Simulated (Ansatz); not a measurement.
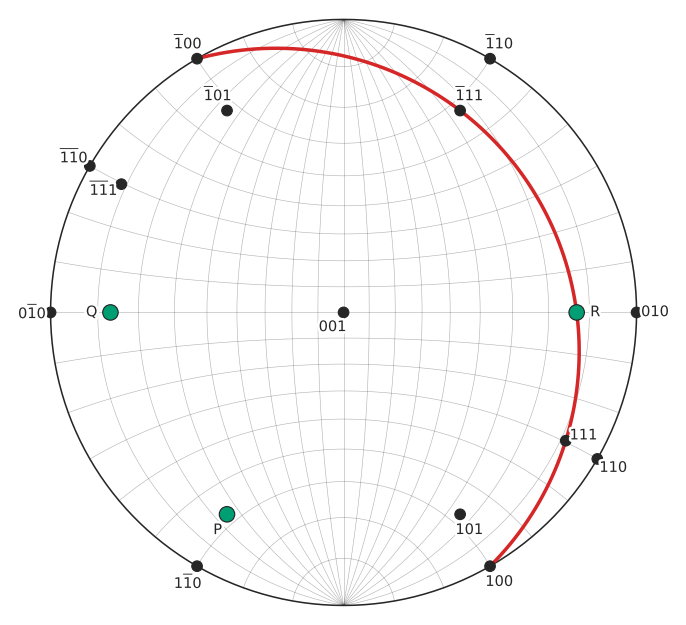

For TaN, coordinates from a relaxation with Ansatz 0.2.0, DFT PBE, scalar-relativistic, plane waves, PAW; the starting structure was generated, so it need not be a known form of this composition: stereographic projection of plane normals (upper hemisphere) centred on (0 0 1). All values are computed from the atomic coordinates in the standard setting (tolerance 0.002 Å).

a = 2.983 Å, b = 2.983 Å, c = 11.197 Å, α = 90.00°, β = 90.00°, γ = 120.00°.

Question: Index the poles marked P, Q, R.

Answer: P is (1 −1 1), in four indices (1 −1 0 1), 77.0° from the centre; Q is (0 −1 1), in four indices (0 −1 1 1), 77.0° from the centre; R is (0 1 1), in four indices (0 1 −1 1), 77.0° from the centre.

Question: Which zone does the coloured great circle trace?

Answer: The zone [0 1 −1]: its poles satisfy k − l = 0.

Question: What is the angle between the normals of (1 0 1) and (−1 −1 0), and what are their d_hkl = 1/|g|?

Answer: 147.6°; d = 2.517 Å and 1.491 Å.
